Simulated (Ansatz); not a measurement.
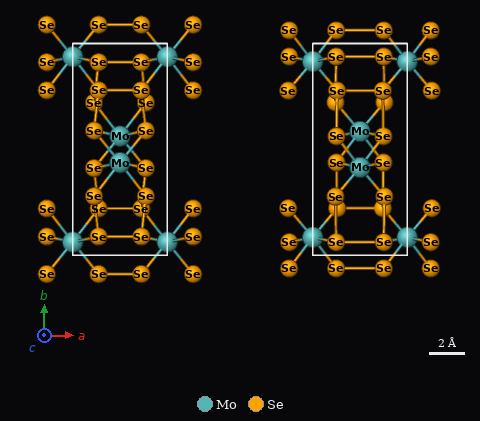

Two geometries of crystalline MoSe4 (a generated structure, set up in C2/c), drawn at one scale. One is the start of a relaxation, the other its converged end. The picture is a ball-and-stick view of the conventional cell (2 times the calculation's cell), seen along the c axis. Lengths and directions refer to the drawn axes.

These are results of Ansatz 0.2.0, DFT, PAW plane waves, r2SCAN, not measurements. Set-up: plane-wave cutoff 500 eV; k-point mesh 4 × 4 × 3; occupations fermi dirac; smearing width 0.0392 eV; no spin polarisation; atoms relaxed in a fixed cell; force threshold 0.03 eV/Å; at most 60 steps.

Question: Which of the two is the end point?

Answer: The right one is the relaxed one. The start is a swapped structure. The energy falls by 3.176 eV per cell of the calculation in 7 geometry steps. Largest force component: 2.4 eV/Å at the start, 0.011 eV/Å at the end. The largest moves, 0.38 Å, are those of Se atoms. Largest moves by element: Se 0.38 Å, Mo 0.28 Å. The cell stays as it was. Some distances before and after: Se–Se 3.896 → 3.255 Å, Se–Se 2.489 → 2.779 Å, Mo–Se 2.647 → 2.357 Å, Se–Se 2.543 → 2.819 Å. Among the angles between lasting bonds that change: Se–Mo–Se 95.0° → 80.6°, Mo–Se–Mo 85.0° → 99.4°, Mo–Se–Se 111.0° → 99.2°. The space group stays C2/c (No. 15). Cost: 4.9 min on 2 threads of Arm Neoverse V1, on a shared host, peak memory 1.3 GiB.
